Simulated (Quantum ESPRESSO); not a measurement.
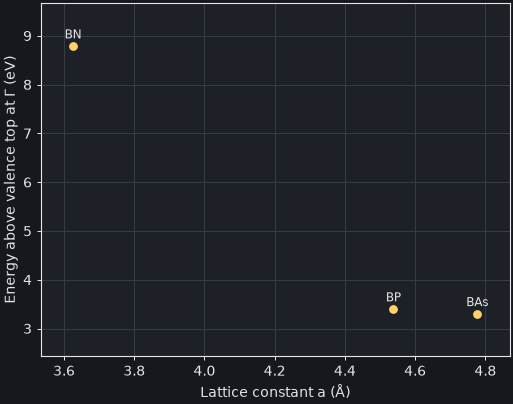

Lowest conduction level at Γ, counted from the valence-band top at Γ, for three zincblende crystals against the lattice constant, each in its database cell. All by Quantum ESPRESSO with PBE, without spin-orbit coupling, no moments; potentials: SSSP 1.3 efficiency PBE.

Q: How does the value at Γ change from N to As?

A: BN 8.79, BP 3.40 and BAs 3.31 eV: it falls at each step to the heavier element.

```
compound  a (Å)    k mesh  Γ (eV)  smallest gap found (eV)
      BN  3.626  13×13×13    8.79                     4.54
      BP  4.538  10×10×10    3.40                     1.25
     BAs  4.777  10×10×10    3.31                     1.17
```

LDA, GGA and most meta-GGA functionals understate gaps. The usual form of BN is layered hexagonal. BAs: spin-orbit coupling is left out, which matters for As. The cells are as the databases list them, so they lie at different pressures for this functional. In BN, BP and BAs the smallest gap lies off the points plotted.
